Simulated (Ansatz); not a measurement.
## Electronic structure of HC₇ (slab) in real space

```
CELL_PARAMETERS angstrom
2.46494 0.00000 0.00000
1.23248 2.13469 0.00000
0.00000 0.00000 26.84866
ATOMIC_POSITIONS crystal
C 0.16562 0.16562 0.31659
C 0.49896 0.49896 0.31662
C 0.49835 0.49835 0.44210
C 0.83168 0.83168 0.44215
C 0.83189 0.83189 0.56833
C 0.16523 0.16523 0.56840
C 0.16282 0.16282 0.68792
H 0.16284 0.16284 0.72972
```

The program warned that a starting moment wasn't kept; spin-polarised, but the moments vanished.

Computed with Ansatz 0.2.0, DFT PBE+D3(BJ), scalar-relativistic, plane waves, PAW.

Core electrons are frozen (PAW), and the valence fields are smoothed inside the atomic spheres.

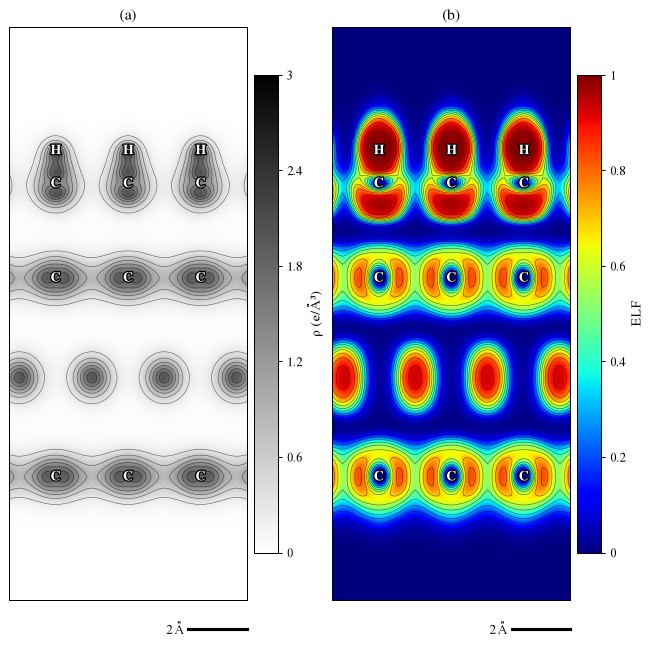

Figure 1. (a) valence charge density (pseudo); (b) electron localisation function on the (110) plane of the calculation cell, a cut from vacuum to vacuum.

What does the map show?

Answer. The plane passes through C and H nuclei. Atoms just off the plane (C, 0.7 Å away) can leave unmarked features too. C–H (1.12 Å): ρ at the midpoint is about 2 e/Å³; the ELF is about 1 at the midpoint; a covalent bond by its length. The density dies away to nearly zero in the vacuum.

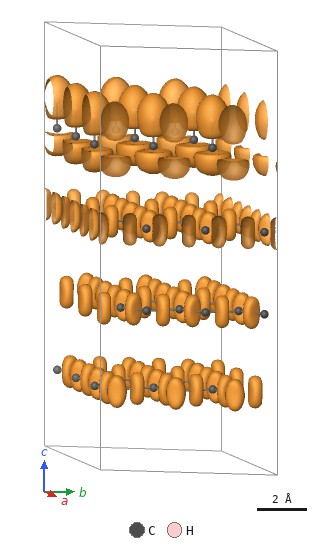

Figure 2. Isosurface of the electron localisation function at 0.8 (orange), seen slightly off an axis. Core shells and regions of very low density are left out. Sticks mark near contacts.

Describe the localisation domains.

Answer. At this value the surface marks out nine regions between bonded C–C atoms, one region around a hydrogen nucleus and one lobe on C, pointing away from the bonds (lone pairs), counted in one cell of 8 atoms. Counts are for one cell; the picture repeats the cell along the surface.


 C–C (1.42 Å): the ELF peaks at about 0.95 between the atoms.

Does the calculation make it a metal, or give it a gap?

Answer. It is gapless in this calculation (a metal or semimetal).
